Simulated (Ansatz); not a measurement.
**AlGa3N4: phonon calculation**

AlGa3N4 (P-43m, 8 atoms in the cell), computed with DFT PBEsol, scalar-relativistic, plane waves, PAW, no spin polarisation (Ansatz 0.2.0).

The structure derives from a Materials Project entry. It belongs to a series of runs on one base structure; here: zone-centre phonons and field response. Figures and captions count atoms from 1; the log counts them from 0 in places.

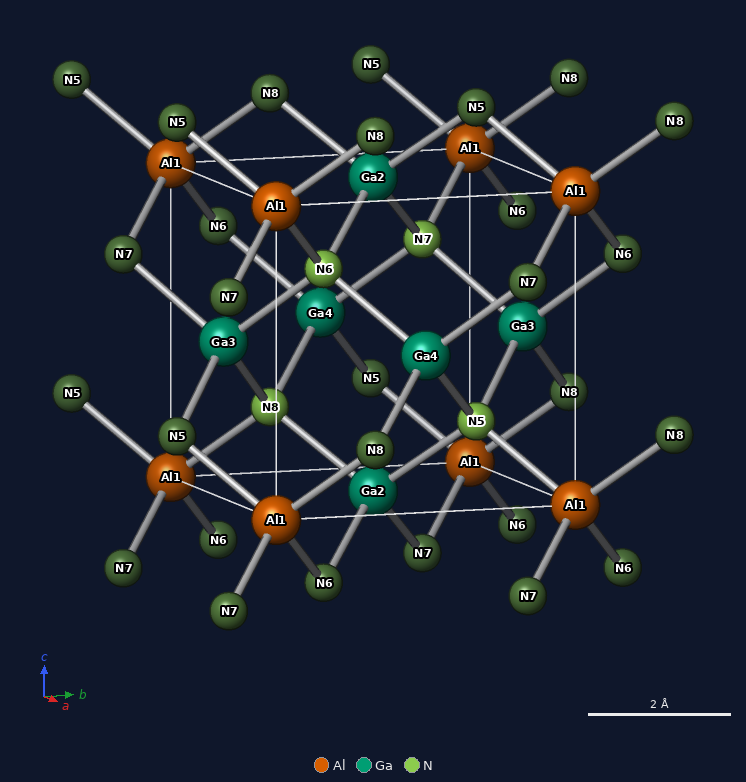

*The structure (ball-and-stick view of the cell of the calculation, seen slightly off an axis; neighbours outside the cell are drawn fainter; atoms are numbered from 1 in the order of the input).*

## Key numbers

```json
{"quantity": "outcome", "value": "converged"}
{"quantity": "space group (tolerance 0.01 Å)", "value": "P-43m (215)"}
{"quantity": "electrons treated", "value": "62"}
{"quantity": "free energy", "value": "−13274.4094 eV"}
{"quantity": "Fermi energy", "value": "8.906 eV"}
{"quantity": "gap on the k-point mesh", "value": "2.29 eV"}
{"quantity": "ε∞ (xx, yy, zz)", "value": "5.57, 5.57, 5.57"}
{"quantity": "Born charges (mean of the diagonal)", "value": "all 3 Ga atoms (2.63 e); all 4 N atoms (−2.61 e); Al1 (2.56 e)"}
{"quantity": "hardware", "value": "2 threads of Oxide Virtual Turin-like (Zen 5), 32 GiB of memory available, shared host"}
{"quantity": "wall time", "value": "1.8 min (CPU time 3.4 min)"}
{"quantity": "peak memory", "value": "1.9 GiB"}
```

Warnings of the run: the k-point mesh is coarse for the field response.

## Input
```yaml
crystal:
  lattice:
    - [4.4675724049, 0.0, 0.0]
    - [0.0, 4.4675724049, 0.0]
    - [0.0, 0.0, 4.4675724049]
  atoms:
    - { symbol: Al, position: [0.0, 0.0, 0.0] }
    - { symbol: Ga, position: [0.5, 0.5, 0.0] }
    - { symbol: Ga, position: [0.5, 0.0, 0.5] }
    - { symbol: Ga, position: [0.0, 0.5, 0.5] }
    - { symbol: "N", position: [0.7550308532, 0.7550308532, 0.2449691468] }
    - { symbol: "N", position: [0.7550308532, 0.2449691468, 0.7550308532] }
    - { symbol: "N", position: [0.2449691468, 0.7550308532, 0.7550308532] }
    - { symbol: "N", position: [0.2449691468, 0.2449691468, 0.2449691468] }
basis:
  ecutwfc: 420
kpoints:
  mp_grid: { grid: [6, 6, 6] }
hamiltonian:
  xc: pbesol
scf:
  occupations: { method: fixed }
output:
  eigenvalues: true
phonons:
  method: dfpt
  dielectric: true
  rigid_motions: translations
  eigenvectors: true
```

Run as:
```bash
ansatz run input.yaml --threads 2 --pin off --max-ram 6144MiB --backend cpu --events-out ev --progress --plain --runs-dir out
```

## Output
```
Engine: ansatz 0.2.0, x86_64-unknown-linux-gnu
Pseudopotentials: kind: paw
Pseudopotential: Al, paw, valence charge 3, recommended cutoff 420 eV (normal), Al.paw.azcp
Pseudopotential: Ga, paw, valence charge 13, recommended cutoff 420 eV (normal), Ga.paw.azcp
Pseudopotential: N, paw, valence charge 5, recommended cutoff 420 eV (normal), N.paw.azcp
Functional definition: PBEsol
  exchange = pbesol_x
  correlation = pbesol_c
Crystal: 8 atoms, lattice volume = 89.169 Å³
Basis set: ecut = 420 eV, 1743 PW (Γ), exchange–correlation on 60×60×60 points (8 copies of the dense FFT grid, shifted against one another)
Bands: 39, of which v1, the nominal top of the filled ones, is band 31 counted from 1 (30 counted from 0)
Symmetry: 24 space group operations
k-points: 112 of 216 (irreducible under 1 space group operation, time reversal used)
Non-local potential: Al, projectors of the file, l = 0: 2, l = 1: 2, l = 2: 1
Non-local potential: Ga, projectors of the file, l = 0: 2, l = 1: 2, l = 2: 3, l = 3: 1
Non-local potential: N, projectors of the file, l = 0: 2, l = 1: 2, l = 2: 1
PAW form: soft (Blöchl's): semilocal exchange-correlation on the pseudo side does not see the compensation charge
PAW frozen core: Al, regenerated for the run's functional, and the local potential with it (the file was generated under x = pbe(κ = 0.804, μ = 0.2195149727645171), c = pbe(β = 0.06672455060314922))
PAW frozen core: Ga, regenerated for the run's functional, and the local potential with it (the file was generated under x = pbe(κ = 0.804, μ = 0.2195149727645171), c = pbe(β = 0.06672455060314922))
PAW frozen core: N, regenerated for the run's functional, and the local potential with it (the file was generated under x = pbe(κ = 0.804, μ = 0.2195149727645171), c = pbe(β = 0.06672455060314922))
PAW one-centre angular grid: Al, 110 points (default); XC on 64 Gauss nodes
PAW one-centre angular grid: Ga, 590 points (default); XC on 64 Gauss nodes
PAW one-centre angular grid: N, 110 points (default); XC on 64 Gauss nodes
Initial density: superposition of atomic densities (neutral atoms: chi_scale 0, normalization atom), corrected by the library's trained network
Initial wavefunctions: pseudopotential atomic-orbital guess
Functional: x = pbesol(κ = 0.804, μ = 0.12345679012345678), c = pbesol(β = 0.046)
SCF iter   1: F=—  HF=-13274.444852 eV  |F-HF|=—  |Δ(HF+E_count)|=         —  Δρ=1.18e-2  dr2=1.23e-1  ethr=1.77e-3  ⟨swp⟩=5.1  Hψ=14786  notcnv=0  defer=584
preconditioner: auto → Resta (q_TF=auto, 2.568 Å⁻¹)  ε∞=4.7  [insulator: Δε(μ)=2.204 eV  Ē_g=16.097 eV  n_scr=26 (ndim 8)  ℏωp=31.0 eV  f_vac=0.000  ε∞_Penn≈4.7]
SCF iter   2: F=—  HF=-13274.409873 eV  |F-HF|=—  |Δ(HF+E_count)|=   3.50e-2  Δρ=1.82e-3  dr2=2.94e-3  ethr=1.98e-4  ⟨swp⟩=2.0  Hψ=6469  notcnv=0  defer=652
SCF iter   3: F=—  HF=-13274.409411 eV  |F-HF|=—  |Δ(HF+E_count)|=   4.62e-4  Δρ=8.65e-4  dr2=5.80e-4  ethr=4.75e-6  ⟨swp⟩=2.1  Hψ=5759  notcnv=0  defer=652
SCF iter   4: F=—  HF=-13274.409403 eV  |F-HF|=—  |Δ(HF+E_count)|=   8.72e-6  Δρ=2.07e-4  dr2=3.70e-5  ethr=9.36e-7  ⟨swp⟩=3.0  Hψ=8425  notcnv=0  defer=640
SCF iter   5: F=—  HF=-13274.409374 eV  |F-HF|=—  |Δ(HF+E_count)|=   2.90e-5  Δρ=1.11e-4  dr2=6.78e-6  ethr=5.97e-8  ⟨swp⟩=2.0  Hψ=7441  notcnv=0  defer=375
SCF iter   6: F=—  HF=-13274.409379 eV  |F-HF|=—  |Δ(HF+E_count)|=   5.23e-6  Δρ=1.23e-5  dr2=1.04e-7  ethr=1.09e-8  ⟨swp⟩=3.0  Hψ=8044  notcnv=0  defer=373
SCF iter   7: F=—  HF=-13274.409377 eV  |F-HF|=—  |Δ(HF+E_count)|=   1.41e-6  Δρ=2.26e-6  dr2=2.84e-9  ethr=1.67e-10  ⟨swp⟩=2.0  Hψ=5339  notcnv=0  defer=370
SCF iter   8: F=—  HF=-13274.409377 eV  |F-HF|=—  |Δ(HF+E_count)|=   3.49e-9  Δρ=3.95e-7  dr2=1.18e-10  ethr=4.58e-12  ⟨swp⟩=2.4  Hψ=7758  notcnv=0  defer=370
SCF iter   9: F=-13274.409377 eV  HF=-13274.409377 eV  |F-HF|=0.00e0  |Δ(HF+E_count)|=  7.82e-11  Δρ=6.64e-8  dr2=5.02e-12  ethr=1.00e-12  ⟨swp⟩=11.8  Hψ=23280  notcnv=0
SCF 1 converged in 9 iterations: F = -13274.409377 eV  dr2 = 5.02e-12
  greatest PAW one-centre occupation: 0.995 electrons in one spin orbital (limit 2), on the Ga atom at site 3 (counted from 0), in its partial waves of l = 2
DFPT response loops at Γ: preconditioner auto → Resta (q_TF=auto, 2.568 Å⁻¹)  ε∞=5.1 (no band partly filled); β = 1.00, the filter's whole step (`scf.mixing.beta` (0.50) is not read by the response loops at its default; to damp them type it under 1.00, their step now; it binds the ground state too); Broyden in place of MSR1
── the response to a field inside a basis, on 6×6×6 k-points: an SCF that follows is theirs, and a resumed run solves both again ──
Bands: 32, of which v1, the nominal top of the filled ones, is band 31 counted from 1 (30 counted from 0)
k-points: 10 of 216 (time reversal used)
Initial density: handed on by an earlier stage of this run
Initial wavefunctions: pseudopotential atomic-orbital guess (no wavefunctions were taken with the density)
Eigensolver: Dense (10 Hₖ)
SCF iter   1: F=—  HF=-13274.321489 eV  |F-HF|=—  |Δ(HF+E_count)|=         —  Δρ=4.67e-4  dr2=6.49e-5  ethr=1.00e-1
preconditioner: auto → Resta (q_TF=auto, 2.568 Å⁻¹)  ε∞=5.8  [insulator: Δε(μ)=2.922 eV  Ē_g=14.131 eV  n_scr=26 (ndim 8)  ℏωp=31.0 eV  f_vac=0.000  ε∞_Penn≈5.8]
SCF iter   2: F=—  HF=-13274.321499 eV  |F-HF|=—  |Δ(HF+E_count)|=   9.73e-6  Δρ=2.42e-4  dr2=1.85e-5  ethr=1.05e-7
SCF iter   3: F=—  HF=-13274.321500 eV  |F-HF|=—  |Δ(HF+E_count)|=   1.50e-6  Δρ=4.67e-5  dr2=1.00e-6  ethr=2.98e-8
SCF iter   4: F=-13274.321500 eV  HF=-13274.321500 eV  |F-HF|=3.62e-8  |Δ(HF+E_count)|=   3.67e-7  Δρ=1.05e-5  dr2=3.36e-8  ethr=1.61e-9
SCF 1 converged in 4 iterations: F = -13274.321500 eV  dr2 = 3.36e-8
DFPT response loops at Γ: preconditioner auto → none (the input reference at scf.mixing.eps_inf says where Resta's filter doesn't serve); β = 0.50; Broyden in place of MSR1
WARN: field response: ε∞ stands inside a basis, on 6×6×6 points; the force constants stand on the 6×6×6 k-mesh, whose period is 11.72 times the interband length at k = (0.0000, 0.0000, 0.0000), direct gap 2.290 eV, under 14: take them and everything formed from them as unconverged, and compare with a denser kpoints.mp_grid
SCF converged after 9 iterations
Free energy (F): -13274.409377 eV
Harris-Foulkes:  -13274.409377 eV  (|F-HF|=0.00e0)
Internal energy: -13274.409377 eV  (E = F + TS)
E sigma→0 (E₀):  -13274.409377 eV
Fermi energy:    8.906013 eV
--- Per-component energies (eV) ---
  E_band       = -19.259002
  E_kinetic    = 898.558666
  E_local      = -6509.978500  (includes V_loc(G=0)·N_el)
  E_nonlocal   = 1482.087565
  E_hartree    = 2976.695268
  E_xc         = -483.706128
  E_vxc        = -508.979827  (∫ρ·V_xc dr)
  E_paw        = -6805.493612  (= ΣΔE_a)
  E_vpaw       = -1334.337690  (= ΣTr[D̂ρ^β])
  E_aug_tail   = 0.000173  (compensation charges beyond the density's cutoff)
  E_ewald      = -4835.293277
  E_core_change = 2.720468  (= ΣΔE_core)
  E_smearing   = -0.000000  (= −TS)
  E_closure    = 0.000000  (closes the sum)
  Σ components = -13274.409377   (vs F -13274.409377, Δ=0.00e0)
--- Band table (eV; the first three rows and the last of 112) ---
  k-point 0: bands = ["-6.7740", "-5.5218", "-5.5218", "-5.5218", "-4.2865", "-4.2657", "-4.2657", "-4.2657", "-4.1861", "-4.1861", "-4.0504", "-4.0504", "-4.0504", "-4.0117", "-4.0117", "-3.9520", "-2.5336", "-2.5336", "-2.5336", "2.8198", "2.8198", "3.6218", "6.4245", "6.4245", "6.4245", "6.4305", "6.4305", "6.4305", "8.9060", "8.9060", "8.9060", "11.1960", "12.2389", "12.2389", "12.2389", "15.3503", "15.3503", "17.2896", "19.6669"]
  k-point 1: bands = ["-6.6621", "-5.5565", "-5.5233", "-5.5233", "-4.2816", "-4.2627", "-4.2627", "-4.2403", "-4.1807", "-4.1728", "-4.0810", "-4.0810", "-4.0493", "-4.0236", "-4.0115", "-3.9614", "-2.8278", "-2.4750", "-2.4750", "2.9358", "3.1168", "3.8164", "6.1143", "6.1476", "6.1476", "6.2079", "6.5690", "6.5690", "8.1776", "8.7179", "8.7179", "11.9457", "12.5538", "12.8280", "12.8280", "15.5716", "15.8425", "17.5657", "19.1299"]
  k-point 2: bands = ["-6.3625", "-5.6875", "-5.5262", "-5.5262", "-4.2506", "-4.2478", "-4.2478", "-4.1962", "-4.1476", "-4.1468", "-4.1468", "-4.1426", "-4.0439", "-4.0418", "-4.0123", "-3.9855", "-3.4163", "-2.3598", "-2.3598", "3.2368", "3.5807", "4.5049", "5.4657", "5.6749", "5.6749", "5.7379", "6.9614", "6.9614", "6.9746", "8.2186", "8.2186", "13.1071", "13.3433", "14.1611", "14.1611", "16.0475", "16.9210", "17.5909", "18.7199"]
  k-point 111: bands = ["-5.8582", "-5.6616", "-5.6616", "-5.6616", "-4.2749", "-4.2749", "-4.2749", "-4.2013", "-4.2013", "-4.0856", "-4.0856", "-4.0856", "-3.9846", "-3.9846", "-3.9846", "-3.0810", "-3.0810", "-3.0810", "-2.6134", "1.9602", "1.9602", "1.9602", "2.5774", "7.9086", "7.9086", "7.9086", "8.1520", "8.1520", "8.2214", "8.2214", "8.2214", "13.8261", "13.8261", "13.8261", "15.0871", "17.8162", "17.8162", "17.8162", "18.2100"]
--- Phonons (Γ-DFPT): 4 representative perturbations + reference, on 112 of 216 k-points (Σ response iterations 14) ---
  k mesh reduced under 1 symmetry operation, with k and −k counted as one. Each operation leaves every solved perturbation unchanged. A smaller set is not considered because the run solves the response to a homogeneous field
  ASR residual: 6.275e-5 → 0.000e0 eV/Å²; symmetrization residual: 2.545e-6 eV/Å²
  ASR residual per site (eV/Å²): 6.27e-5 2.58e-5 2.58e-5 2.58e-5 1.09e-5 1.09e-5 1.09e-5 1.09e-5
  Γ frequencies (cm⁻¹): 0.00 0.00 0.00 188.51 188.51 188.51 232.06 232.06 232.06 409.13 409.13 409.13 559.14 559.14 559.14 594.20 594.20 594.20 650.58 650.58 650.58 671.22 671.22 691.57
  ε∞ (high-frequency dielectric tensor):
        5.568053    -0.000000     0.000000
       -0.000000     5.568053    -0.000000
        0.000000    -0.000000     5.568053
  ε⁰ (static dielectric tensor: ions relaxed, cell fixed):
        9.923378    -0.000000     0.000000
       -0.000000     9.923378    -0.000000
        0.000000    -0.000000     9.923378
  ε⁰ − ε∞ (ionic part):
        4.355326    -0.000000     0.000000
       -0.000000     4.355326    -0.000000
        0.000000    -0.000000     4.355326
  softest optical mode at Γ: 188.51 cm⁻¹; the repairs (sum rule, projections) moved no ω² at Γ by more than (1.35 cm⁻¹)²
  Born effective charges Z* (e; rows j = field, columns β = displacement):
    site 0:
         2.56225    0.00000    0.00000
        -0.00000    2.56225   -0.00000
         0.00000   -0.00000    2.56225
    site 1:
         2.59751    0.00000    0.00000
        -0.00000    2.59751   -0.00000
         0.00000   -0.00000    2.69996
    site 2:
         2.59751    0.00000    0.00000
        -0.00000    2.69996   -0.00000
         0.00000   -0.00000    2.59751
    site 3:
         2.69996    0.00000    0.00000
        -0.00000    2.59751   -0.00000
         0.00000   -0.00000    2.59751
    site 4:
        -2.61431    0.05425   -0.05425
         0.05425   -2.61431   -0.05425
        -0.05425   -0.05425   -2.61431
    site 5:
        -2.61431   -0.05425    0.05425
        -0.05425   -2.61431   -0.05425
         0.05425   -0.05425   -2.61431
    site 6:
        -2.61431   -0.05425   -0.05425
        -0.05425   -2.61431    0.05425
        -0.05425    0.05425   -2.61431
    site 7:
        -2.61431    0.05425    0.05425
         0.05425   -2.61431    0.05425
         0.05425    0.05425   -2.61431
  Z* charge neutrality: 2.792e-3 e pre-enforcement
  solved inside a basis spanned on kpoints, on 6×6×6 k-points, its susceptibility summed on 10×10×10: ε∞ is read to err by 2.0e-2, Z* by 1.4e-2 e (field_mesh: kpoints solves on kpoints); Z* is corrected for what the basis lacks
  optical modes at Γ without the LO–TO term, one row a degenerate level:
      ω (cm⁻¹)  modes    IR ((D/Å)²/amu)
        188.51      3             0.0000
        232.06      3             0.3985
        409.13      3             6.0815
        559.14      3           131.4268
        594.20      3             0.0000
        650.58      3            34.7684
        671.22      2             0.0000
        691.57      1             0.0000
  optical modes at Γ + LO–TO along q̂ = [1.0000, 0.0000, 0.0000]:
      ω (cm⁻¹)  modes    IR ((D/Å)²/amu)
        188.51      3             0.0000
        232.06      2             0.2657
        232.70      1             0.0353
        409.13      2             4.0544
        413.33      1             0.3149
        559.14      2            87.6179
        594.20      3             0.0000
        624.25      1             3.0599
        650.58      2            23.1790
        671.22      2             0.0000
        691.57      1             0.0000
        767.93      1            54.1483
  optical modes at Γ + LO–TO along q̂ = [0.0000, 1.0000, 0.0000]:
      ω (cm⁻¹)  modes    IR ((D/Å)²/amu)
        188.51      3             0.0000
        232.06      2             0.2657
        232.70      1             0.0353
        409.13      2             4.0544
        413.33      1             0.3149
        559.14      2            87.6179
        594.20      3             0.0000
        624.25      1             3.0599
        650.58      2            23.1790
        671.22      2             0.0000
        691.57      1             0.0000
        767.93      1            54.1483
  optical modes at Γ + LO–TO along q̂ = [0.0000, 0.0000, 1.0000]:
      ω (cm⁻¹)  modes    IR ((D/Å)²/amu)
        188.51      3             0.0000
        232.06      2             0.2657
        232.70      1             0.0353
        409.13      2             4.0544
        413.33      1             0.3149
        559.14      2            87.6179
        594.20      3             0.0000
        624.25      1             3.0599
        650.58      2            23.1790
        671.22      2             0.0000
        691.57      1             0.0000
        767.93      1            54.1483
```

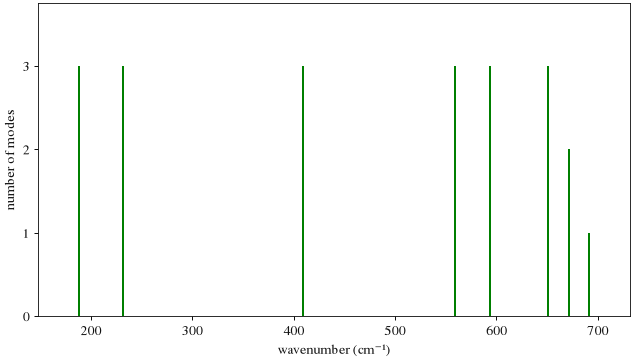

*Optical phonons at the zone centre (no LO–TO term); neighbouring modes closer than 3 cm⁻¹ are counted in one stick.*

21 modes from 189 to 692 cm⁻¹, none imaginary.
